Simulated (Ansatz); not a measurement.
**Two runs on CuO**

System: CuO (4 atoms in the cell).
Method of run 1: DFT LDA+U+J, spin-orbit coupling, plane waves, PAW, U = 7 eV, J = 0.7 eV on Cu atom 1 d; U = 7 eV, J = 0.7 eV on Cu atom 2 d (Ansatz 0.2.0).

The structure was built on a prototype by a generator; it need not be a known phase. Text and figures count atoms from 1; the logs count them from 0 in places.

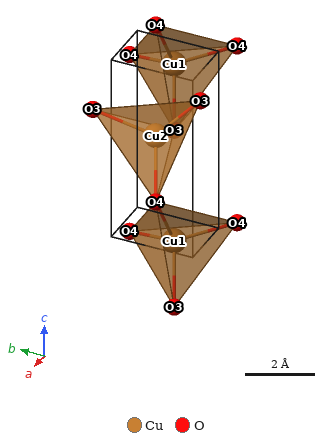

Fig. 1: The structure as given in the input (polyhedral view of the cell of the calculation, seen at an oblique angle; polyhedra are completed across the faces of the cell; atoms are numbered from 1 in the order of the input).

**The input, run 1**
```yaml
crystal:
  lattice:
    - [3.28802443, 0.0, 0.0]
    - [-1.64401221, 2.84751268, 0.0]
    - [0.0, 0.0, 5.38502486]
  atoms:
    - { symbol: Cu, position: [0.6666666667, 0.3333333333, 0.0], spin: 0.3, spin_axis: [0.0, 0.0, 1.0] }
    - { symbol: Cu, position: [0.3333333333, 0.6666666667, 0.5], spin: 0.3, spin_axis: [0.0, 0.0, -1.0] }
    - { symbol: O, position: [0.6666666667, 0.3333333333, 0.6252] }
    - { symbol: O, position: [0.3333333333, 0.6666666667, 0.1252] }
basis:
  ecutwfc: 420
  ecutrho_ratio: 4
kpoints:
  mp_grid: { grid: [7, 7, 4] }
hamiltonian:
  xc: lda
  hubbard:
    sites:
      - { site: 0, l: d, u: 7.0, j: 0.7, starting_ns: [{ occupation_matrix: s0 }] }
      - { site: 1, l: d, u: 7.0, j: 0.7, starting_ns: [{ occupation_matrix: s1 }] }
    occupation_matrices:
      s0:
        spinor_matrix:
          - [[0.97, 0.0], [0.0, 0.0], [0.0, 0.0], [0.0, 0.0], [0.0, 0.0], [0.0, 0.0], [0.0, 0.0], [0.0, 0.0], [0.0, 0.0], [0.0, 0.0]]
          - [[0.0, 0.0], [0.97, 0.0], [0.0, 0.0], [0.0, 0.0], [0.0, 0.0], [0.0, 0.0], [0.0, 0.0], [0.0, 0.0], [0.0, 0.0], [0.0, 0.0]]
          - [[0.0, 0.0], [0.0, 0.0], [0.97, 0.0], [0.0, 0.0], [0.0, 0.0], [0.0, 0.0], [0.0, 0.0], [0.0, 0.0], [0.0, 0.0], [0.0, 0.0]]
          - [[0.0, 0.0], [0.0, 0.0], [0.0, 0.0], [0.97, 0.0], [0.0, 0.0], [0.0, 0.0], [0.0, 0.0], [0.0, 0.0], [0.0, 0.0], [0.0, 0.0]]
          - [[0.0, 0.0], [0.0, 0.0], [0.0, 0.0], [0.0, 0.0], [0.97, 0.0], [0.0, 0.0], [0.0, 0.0], [0.0, 0.0], [0.0, 0.0], [0.0, 0.0]]
          - [[0.0, 0.0], [0.0, 0.0], [0.0, 0.0], [0.0, 0.0], [0.0, 0.0], [0.97, 0.0], [0.0, 0.0], [0.0, 0.0], [0.0, 0.0], [0.0, 0.0]]
          - [[0.0, 0.0], [0.0, 0.0], [0.0, 0.0], [0.0, 0.0], [0.0, 0.0], [0.0, 0.0], [0.97, 0.0], [0.0, 0.0], [0.0, 0.0], [0.0, 0.0]]
          - [[0.0, 0.0], [0.0, 0.0], [0.0, 0.0], [0.0, 0.0], [0.0, 0.0], [0.0, 0.0], [0.0, 0.0], [0.97, 0.0], [0.0, 0.0], [0.0, 0.0]]
          - [[0.0, 0.0], [0.0, 0.0], [0.0, 0.0], [0.0, 0.0], [0.0, 0.0], [0.0, 0.0], [0.0, 0.0], [0.0, 0.0], [0.97, 0.0], [0.0, 0.0]]
          - [[0.0, 0.0], [0.0, 0.0], [0.0, 0.0], [0.0, 0.0], [0.0, 0.0], [0.0, 0.0], [0.0, 0.0], [0.0, 0.0], [0.0, 0.0], [0.97, 0.0]]
      s1:
        spinor_matrix:
          - [[0.97, 0.0], [0.0, 0.0], [0.0, 0.0], [0.0, 0.0], [0.0, 0.0], [0.0, 0.0], [0.0, 0.0], [0.0, 0.0], [0.0, 0.0], [0.0, 0.0]]
          - [[0.0, 0.0], [0.97, 0.0], [0.0, 0.0], [0.0, 0.0], [0.0, 0.0], [0.0, 0.0], [0.0, 0.0], [0.0, 0.0], [0.0, 0.0], [0.0, 0.0]]
          - [[0.0, 0.0], [0.0, 0.0], [0.97, 0.0], [0.0, 0.0], [0.0, 0.0], [0.0, 0.0], [0.0, 0.0], [0.0, 0.0], [0.0, 0.0], [0.0, 0.0]]
          - [[0.0, 0.0], [0.0, 0.0], [0.0, 0.0], [0.97, 0.0], [0.0, 0.0], [0.0, 0.0], [0.0, 0.0], [0.0, 0.0], [0.0, 0.0], [0.0, 0.0]]
          - [[0.0, 0.0], [0.0, 0.0], [0.0, 0.0], [0.0, 0.0], [0.97, 0.0], [0.0, 0.0], [0.0, 0.0], [0.0, 0.0], [0.0, 0.0], [0.0, 0.0]]
          - [[0.0, 0.0], [0.0, 0.0], [0.0, 0.0], [0.0, 0.0], [0.0, 0.0], [0.97, 0.0], [0.0, 0.0], [0.0, 0.0], [0.0, 0.0], [0.0, 0.0]]
          - [[0.0, 0.0], [0.0, 0.0], [0.0, 0.0], [0.0, 0.0], [0.0, 0.0], [0.0, 0.0], [0.97, 0.0], [0.0, 0.0], [0.0, 0.0], [0.0, 0.0]]
          - [[0.0, 0.0], [0.0, 0.0], [0.0, 0.0], [0.0, 0.0], [0.0, 0.0], [0.0, 0.0], [0.0, 0.0], [0.97, 0.0], [0.0, 0.0], [0.0, 0.0]]
          - [[0.0, 0.0], [0.0, 0.0], [0.0, 0.0], [0.0, 0.0], [0.0, 0.0], [0.0, 0.0], [0.0, 0.0], [0.0, 0.0], [0.97, 0.0], [0.0, 0.0]]
          - [[0.0, 0.0], [0.0, 0.0], [0.0, 0.0], [0.0, 0.0], [0.0, 0.0], [0.0, 0.0], [0.0, 0.0], [0.0, 0.0], [0.0, 0.0], [0.97, 0.0]]
    ns_hold: until_converged
scf:
  occupations: { method: gaussian, width: 0.05 }
  lower_state_search: "off"
  max_iter: 150
output:
  forces: true
  stress: true
  eigenvalues: true
  populations: true
  hubbard: { sites: [{ site: 0, l: d }, { site: 1, l: d }] }
magnetization:
  noncollinear: true
  spin_orbit: true
```

Launched with:
```bash
ansatz run input.yaml --threads 4 --pin off --max-ram 6144MiB --backend cpu --events-out ev --progress --plain --runs-dir out
```

Hardware: 4 threads of Intel Xeon (Emerald Rapids), 12 GiB of memory available, shared host.

**Output, shortened to warnings, some set-up lines, iterations and results (run 1)**
```
Warning: output.stress: scf.convergence.dr2_threshold = 1e-7 eV (the SCF's general default) is looser than the 4e-10 eV advised for a printed stress (1e-10 eV for each atom of the cell: 4). What an SCF threshold leaves in a stress goes as its square root, and in the free energy as the threshold itself, and one threshold admits the most on a small cell: of the crystals measured, under no hybrid …
WARN: the starting moments were not kept: the SCF closed with an absolute magnetisation of 2.7e-5 μB, where they sum to 0.6 μB in size (2 sites). That is at most 0.1 of that sum. Measured as dr2_m measures the in/out step, that magnetisation stands 3.7e-10 eV from none, at or under the dr2_threshold of 1.0e-7 eV: it is no larger than a step whose dr2_m would equal this threshold. The system may …
Basis set: ecut = 420 eV, 989 PW (Γ)
Symmetry: 6 space group operations + 6 with time reversal
k-points: 36 of 196 (time reversal used)
Initial density: superposition of atomic densities (chi_scale 0.1, normalization cell, long waves kept (reshape's long-wave potential 0.00 eV rms))
[...]
SCF iter   1: F=—  HF=-14216.477327 eV  |F-HF|=—  |Δ(HF+E_count)|=         —  Δρ=1.04e-1  dr2=4.33e0  dr2_m=3.07e-1  ethr=3.10e-3  |M|=3.20e-17 ∫|m|=1.29e-1 μB  |m|>n=0.0e0 …
SCF iter   2: F=—  HF=-14215.710495 eV  |F-HF|=—  |Δ(HF+E_count)|=   7.67e-1  Δρ=3.41e-2  dr2=2.35e-1  dr2_m=1.28e-1  ethr=3.10e-3  |M|=3.96e-17 ∫|m|=1.69e-1 μB  |m|>n=0.0e0 …
SCF iter   3: F=—  HF=-14215.724692 eV  |F-HF|=—  |Δ(HF+E_count)|=   1.42e-2  Δρ=2.45e-2  dr2=6.22e-2  dr2_m=6.92e-2  ethr=4.69e-4  |M|=3.95e-17 ∫|m|=1.61e-1 μB  |m|>n=0.0e0 …
SCF iter   4: F=—  HF=-14215.798184 eV  |F-HF|=—  |Δ(HF+E_count)|=   7.35e-2  Δρ=1.78e-2  dr2=3.58e-2  dr2_m=3.66e-2  ethr=1.24e-4  |M|=3.19e-17 ∫|m|=1.57e-1 μB  |m|>n=0.0e0 …
SCF iter   5: F=—  HF=-14215.832055 eV  |F-HF|=—  |Δ(HF+E_count)|=   3.39e-2  Δρ=1.35e-2  dr2=9.92e-3  dr2_m=2.10e-2  ethr=7.15e-5  |M|=3.45e-17 ∫|m|=1.46e-1 μB  |m|>n=0.0e0 …
[... 22 lines ...]
SCF iter  28: F=-14215.875494 eV  HF=-14215.875494 eV  |F-HF|=2.28e-9  |Δ(HF+E_count)|=   1.90e-9  Δρ=7.68e-6  dr2=3.41e-11  dr2_m=6.82e-9  ethr=1.00e-12  |M|=3.06e-18 …
SCF iter  29: F=-14215.875494 eV  HF=-14215.875494 eV  |F-HF|=2.18e-9  |Δ(HF+E_count)|=  3.29e-10  Δρ=7.59e-6  dr2=8.52e-11  dr2_m=6.66e-9  ethr=1.00e-12  |M|=3.40e-18 …
SCF iter  30: F=-14215.875494 eV  HF=-14215.875494 eV  |F-HF|=1.57e-9  |Δ(HF+E_count)|=   4.39e-9  Δρ=6.41e-6  dr2=2.27e-11  dr2_m=4.75e-9  ethr=1.00e-12  |M|=3.00e-18 …
SCF iter  31: F=-14215.875494 eV  HF=-14215.875494 eV  |F-HF|=5.46e-12  |Δ(HF+E_count)|=   1.09e-8  Δρ=2.60e-7  dr2=4.06e-12  dr2_m=7.83e-12  ethr=1.00e-12  |M|=5.00e-18 …
SCF 1 converged in 31 iterations: F = -14215.875494 eV  dr2 = 4.06e-12
SCF converged after 31 iterations
Magnetization: |M| = 0.0000 μB,  M = (+0.0000, -0.0000, +0.0000) μB
Absolute magnetization: 0.0000 μB (∫|m|, with the PAW one-centre terms)
  site 0: m = (+0.0000, -0.0000, -0.0000) μB, |m| = 0.0000 μB  (R = 0.83 Å)
  site 1: m = (+0.0000, -0.0000, +0.0000) μB, |m| = 0.0000 μB  (R = 0.83 Å)
  site 2: m = (+0.0000, +0.0000, +0.0000) μB, |m| = 0.0000 μB  (R = 0.83 Å)
  site 3: m = (+0.0000, +0.0000, -0.0000) μB, |m| = 0.0000 μB  (R = 0.83 Å)
Free energy (F): -14215.875494 eV
Harris-Foulkes:  -14215.875494 eV  (|F-HF|=5.46e-12)
Internal energy: -14215.866553 eV  (E = F + TS)
E sigma→0 (E₀):  -14215.871024 eV
Entropy (-TS):   -0.008941 eV (-2.235 meV/atom)
Fermi energy:    6.791217 eV
--- Per-component energies (eV) ---
  E_band       = -1055.088122
  E_kinetic    = 935.743028
  E_local      = -10689.169829  (includes V_loc(G=0)·N_el)
  E_nonlocal   = 905.631141
  E_hartree    = 4626.899910
  E_xc         = -315.169777
  E_vxc        = -407.038796  (∫ρ·V_xc dr)
  E_hubbard    = 2.381985  (on-site DFT+U / exact-exchange correction)
  E_vhub       = -55.709190  (the Hubbard potential's part of the band-sum identity)
  E_paw        = -3492.043079  (= ΣΔE_a)
  E_vpaw       = -998.349549  (= ΣTr[D̂ρ^β])
  E_aug_tail   = 0.005439  (compensation charges beyond the density's cutoff)
  E_ewald      = -6191.243701
  E_core_change = 1.098330  (= ΣΔE_core)
  E_smearing   = -0.008941  (= −TS)
  E_closure    = 0.000000  (closes the sum)
  Σ components = -14215.875494   (vs F -14215.875494, Δ=0.00e0)
--- DFT+U+J on-site energies (Liechtenstein; fll double counting; per corrected site; eV) ---
  site 0 (l=d): U=7.0000  J=0.7000  Tr N=9.5989  E_int=277.317121  E_dc=276.126128  E_U=1.190992
  site 1 (l=d): U=7.0000  J=0.7000  Tr N=9.5989  E_int=277.317121  E_dc=276.126128  E_U=1.190992
--- Hubbard shell moments (per corrected site; Tr N, ν in electrons; μ in μ_B) ---
  shell 0: Tr N=9.5989  μ_S=(-0.0000, -0.0000, -0.0000)  μ_L=(-0.0000, -0.0000, -0.0000)  μ=(-0.0000, -0.0000, -0.0000)  ν=0.0204 (axis n/a)
  shell 1: Tr N=9.5989  μ_S=(+0.0000, -0.0000, +0.0000)  μ_L=(-0.0000, -0.0000, +0.0000)  μ=(-0.0000, -0.0000, +0.0000)  ν=0.0204 (axis n/a)
--- Specified on-site occupations, and those of the state reported ---
  electrons in the specified blocks: 19.4000 specified, 19.1978 found
  site 1 (l=d): largest change of an orbital's occupation 0.0423; electrons 9.7000 specified, 9.5989 found; spectral distance 0.0887
  site 0 (l=d): largest change of an orbital's occupation 0.0423; electrons 9.7000 specified, 9.5989 found; spectral distance 0.0887
--- Forces (eV/Å), atoms counted from 1 ---
  atom   1  Cu     0.00000000    -0.00000000    -0.05072248
[...]
```

The input of run 2 differs as follows (lines with − go, lines with + come):
```diff
-    - { symbol: Cu, position: [0.6666666667, 0.3333333333, 0.0], spin: 0.3, spin_axis: [0.0, 0.0, 1.0] }
-    - { symbol: Cu, position: [0.3333333333, 0.6666666667, 0.5], spin: 0.3, spin_axis: [0.0, 0.0, -1.0] }
+    - { symbol: Cu, position: [0.6666666667, 0.3333333333, 0.0], spin: 1.0, spin_axis: [0.0, 0.0, 1.0] }
+    - { symbol: Cu, position: [0.3333333333, 0.6666666667, 0.5], spin: 1.0, spin_axis: [0.0, 0.0, -1.0] }
-          - [[0.0, 0.0], [0.0, 0.0], [0.0, 0.0], [0.0, 0.0], [0.0, 0.0], [0.97, 0.0], [0.0, 0.0], [0.0, 0.0], [0.0, 0.0], [0.0, 0.0]]
+          - [[0.0, 0.0], [0.0, 0.0], [0.0, 0.0], [0.0, 0.0], [0.0, 0.0], [0.02, 0.0], [0.0, 0.0], [0.0, 0.0], [0.0, 0.0], [0.0, 0.0]]
-          - [[0.0, 0.0], [0.0, 0.0], [0.97, 0.0], [0.0, 0.0], [0.0, 0.0], [0.0, 0.0], [0.0, 0.0], [0.0, 0.0], [0.0, 0.0], [0.0, 0.0]]
+          - [[0.0, 0.0], [0.0, 0.0], [0.02, 0.0], [0.0, 0.0], [0.0, 0.0], [0.0, 0.0], [0.0, 0.0], [0.0, 0.0], [0.0, 0.0], [0.0, 0.0]]
+  write_density: true
+  write_potential: true
+  elf: true
+  volumetric_format: npy
```

What does this change do to the results?

With the same functional and potentials, run 2 lies 10.3 meV per atom lower. The net moment of the cell goes from 0.00 to 0.70 μB. The pressure goes from −16.57 to −15.22 GPa. The largest force goes from 0.051 to 0.520 eV/Å. The irreducible k-points go from 36 to 105. On the same kind of shared host run 2 took about 10 times as long.

**Output, shortened to warnings, some set-up lines, iterations and results (run 2)**
```
Warning: crystal.symmetry: narrowed to the stabiliser of the occupation matrices — unitary ops 6 → 1, anti-unitary 6 → 1; lowered by the specified shells (site 0, l: d), (site 1, l: d); largest admitted image defect 1.7e-9, smallest excluded 7.1e-1 — at a splitting's scale: the group the occupation matrices' own texture admits
Warning: output.stress: scf.convergence.dr2_threshold = 1e-7 eV (the SCF's general default) is looser than the 4e-10 eV advised for a printed stress (1e-10 eV for each atom of the cell: 4). What an SCF threshold leaves in a stress goes as its square root, and in the free energy as the threshold itself, and one threshold admits the most on a small cell: of the crystals measured, under no hybrid …
WARN: hamiltonian.hubbard: on 2 of 2 specified blocks the occupation matrix of this SCF's result fails the test of the specified filling. At site 0 (sites count from 0 in the list of atoms of the cell that this SCF solves) the least filled combination of the orbitals specified full has occupation 0.673, and the fullest combination of the orbitals specified empty has occupation 0.685; the filling …
Basis set: ecut = 420 eV, 989 PW (Γ)
Symmetry: 1 space group operations + 1 with time reversal
k-points: 105 of 196 (time reversal used)
Initial density: superposition of atomic densities (chi_scale 0.1, normalization cell, long waves kept (reshape's long-wave potential 0.00 eV rms))
[...]
SCF iter   1: F=—  HF=-14214.921110 eV  |F-HF|=—  |Δ(HF+E_count)|=         —  Δρ=9.94e-2  dr2=2.23e0  dr2_m=4.66e-1  ethr=3.10e-3  |M|=1.85e-3 ∫|m|=1.94e0 μB  |m|>n=0.0e0 …
SCF iter   2: F=—  HF=-14214.826249 eV  |F-HF|=—  |Δ(HF+E_count)|=   9.49e-2  Δρ=6.06e-2  dr2=7.21e-1  dr2_m=2.16e-1  ethr=3.10e-3  |M|=2.66e-3 ∫|m|=1.89e0 μB  |m|>n=0.0e0 …
SCF iter   3: F=—  HF=-14214.774394 eV  |F-HF|=—  |Δ(HF+E_count)|=   5.19e-2  Δρ=3.05e-2  dr2=1.46e-1  dr2_m=1.08e-1  ethr=1.44e-3  |M|=3.30e-3 ∫|m|=1.87e0 μB  |m|>n=0.0e0 …
SCF iter   4: F=—  HF=-14214.764375 eV  |F-HF|=—  |Δ(HF+E_count)|=   1.00e-2  Δρ=2.26e-2  dr2=6.93e-3  dr2_m=5.88e-2  ethr=2.91e-4  |M|=4.01e-3 ∫|m|=1.85e0 μB  |m|>n=0.0e0 …
SCF iter   5: F=—  HF=-14214.786199 eV  |F-HF|=—  |Δ(HF+E_count)|=   2.18e-2  Δρ=1.62e-2  dr2=1.86e-3  dr2_m=3.03e-2  ethr=1.39e-5  |M|=3.82e-3 ∫|m|=1.85e0 μB  |m|>n=0.0e0 …
[... 75 lines ...]
SCF iter  81: F=-14215.916801 eV  HF=-14215.916801 eV  |F-HF|=2.35e-8  |Δ(HF+E_count)|=   1.21e-7  Δρ=1.01e-5  dr2=2.72e-8  dr2_m=7.81e-9  ethr=2.14e-11  |M|=6.97e-1 …
SCF iter  82: F=-14215.916801 eV  HF=-14215.916801 eV  |F-HF|=1.41e-8  |Δ(HF+E_count)|=   2.85e-8  Δρ=7.86e-6  dr2=2.70e-8  dr2_m=7.04e-9  ethr=2.14e-11  |M|=6.97e-1 …
SCF iter  83: F=-14215.916801 eV  HF=-14215.916801 eV  |F-HF|=1.96e-8  |Δ(HF+E_count)|=   1.13e-8  Δρ=7.78e-6  dr2=2.38e-8  dr2_m=5.70e-9  ethr=2.14e-11  |M|=6.97e-1 …
SCF iter  84: F=-14215.916801 eV  HF=-14215.916801 eV  |F-HF|=4.95e-9  |Δ(HF+E_count)|=   1.23e-8  Δρ=4.92e-6  dr2=8.65e-9  dr2_m=1.86e-9  ethr=2.14e-11  |M|=6.97e-1 …
SCF 1 converged in 84 iterations: F = -14215.916801 eV  dr2 = 8.65e-9
SCF converged after 84 iterations
Magnetization: |M| = 0.6967 μB,  M = (+0.0000, +0.0010, +0.6967) μB
Absolute magnetization: 1.5466 μB (∫|m|, with the PAW one-centre terms)
Moment direction: turned by 0.0215 rad
  site 0: m = (+0.0000, +0.0002, -0.0094) μB, |m| = 0.0094 μB  (R = 0.83 Å)
  site 1: m = (+0.0000, +0.0003, +0.3305) μB, |m| = 0.3305 μB  (R = 0.83 Å)
  site 2: m = (+0.0000, +0.0003, +0.3784) μB, |m| = 0.3784 μB  (R = 0.83 Å)
  site 3: m = (+0.0000, +0.0001, -0.0310) μB, |m| = 0.0310 μB  (R = 0.83 Å)
Free energy (F): -14215.916801 eV
Harris-Foulkes:  -14215.916801 eV  (|F-HF|=4.95e-9)
Internal energy: -14215.913956 eV  (E = F + TS)
E sigma→0 (E₀):  -14215.915379 eV
Entropy (-TS):   -0.002846 eV (-0.711 meV/atom)
Fermi energy:    7.102754 eV
--- Per-component energies (eV) ---
  E_band       = -1072.699021
  E_kinetic    = 934.059984
  E_local      = -10658.412820  (includes V_loc(G=0)·N_el)
  E_nonlocal   = 894.619484
  E_hartree    = 4599.921405
  E_xc         = -315.914184
  E_vxc        = -408.020928  (∫ρ·V_xc dr)
  E_hubbard    = 2.012647  (on-site DFT+U / exact-exchange correction)
  E_vhub       = -55.490876  (the Hubbard potential's part of the band-sum identity)
  E_paw        = -3482.060591  (= ΣΔE_a)
  E_vpaw       = -979.293993  (= ΣTr[D̂ρ^β])
  E_aug_tail   = 0.005489  (compensation charges beyond the density's cutoff)
  E_ewald      = -6191.243701
  E_core_change = 1.098330  (= ΣΔE_core)
  E_smearing   = -0.002846  (= −TS)
  E_closure    = 0.000000  (closes the sum)
  Σ components = -14215.916801   (vs F -14215.916801, Δ=0.00e0)
--- DFT+U+J on-site energies (Liechtenstein; fll double counting; per corrected site; eV) ---
  site 0 (l=d): U=7.0000  J=0.7000  Tr N=9.3022  E_int=259.293713  E_dc=258.412931  E_U=0.880782
  site 1 (l=d): U=7.0000  J=0.7000  Tr N=9.5919  E_int=276.813925  E_dc=275.682060  E_U=1.131865
--- Hubbard shell moments (per corrected site; Tr N, ν in electrons; μ in μ_B) ---
  shell 0: Tr N=9.3022  μ_S=(+0.0000, +0.0002, -0.0113)  μ_L=(+0.0000, +0.0003, -0.3304)  μ=(+0.0000, +0.0004, -0.3417)  ν=0.4357 along (+0.000, +0.000, -1.000)
  shell 1: Tr N=9.5919  μ_S=(+0.0000, +0.0003, +0.3024)  μ_L=(-0.0000, -0.0000, +0.1097)  μ=(+0.0000, +0.0003, +0.4120)  ν=0.0256 along (+0.000, +0.001, +1.000)
--- Specified on-site occupations, and those of the state reported ---
  electrons in the specified blocks: 17.5000 specified, 18.8941 found
  site 1 (l=d): largest change of an orbital's occupation 0.9713; electrons 8.7500 specified, 9.5919 found; spectral distance 0.8088
  site 0 (l=d): largest change of an orbital's occupation 0.7552; electrons 8.7500 specified, 9.3022 found; spectral distance 0.3576
--- Forces (eV/Å), atoms counted from 1 ---
[...]
```

**The two runs side by side**

| quantity | run 1 | run 2 |
| --- | --- | --- |
| outcome | converged | converged |
| free energy per atom (eV) | −3553.9689 | −3553.9792 |
| energy per atom, smearing taken to zero (eV) | −3553.9678 | −3553.9788 |
| gap on the mesh (eV) | 0.00 | 0.00 |
| net moment of the cell (μB) | 0.00 | 0.70 |
| absolute moment of the cell (μB) | 0.00 | 1.55 |
| pressure (GPa) | −16.57 | −15.22 |
| largest force (eV/Å) | 0.051 | 0.520 |
| irreducible k-points | 36 | 105 |
| plane waves at Γ | 989 | 989 |
| wall time (shared host) | 21 s | 3.5 min |

For run 1: Warnings: some starting moments were not kept; the SCF threshold is looser than advised for the printed stress. The cell is under a tension of 16.6 GPa at this level, so it is not at its equilibrium volume. For run 2: Warnings: the typed occupations were not kept; the SCF threshold is looser than advised for the printed stress; the occupation matrices lower the symmetry. The cell is under a tension of 15.2 GPa at this level, so it is not at its equilibrium volume.
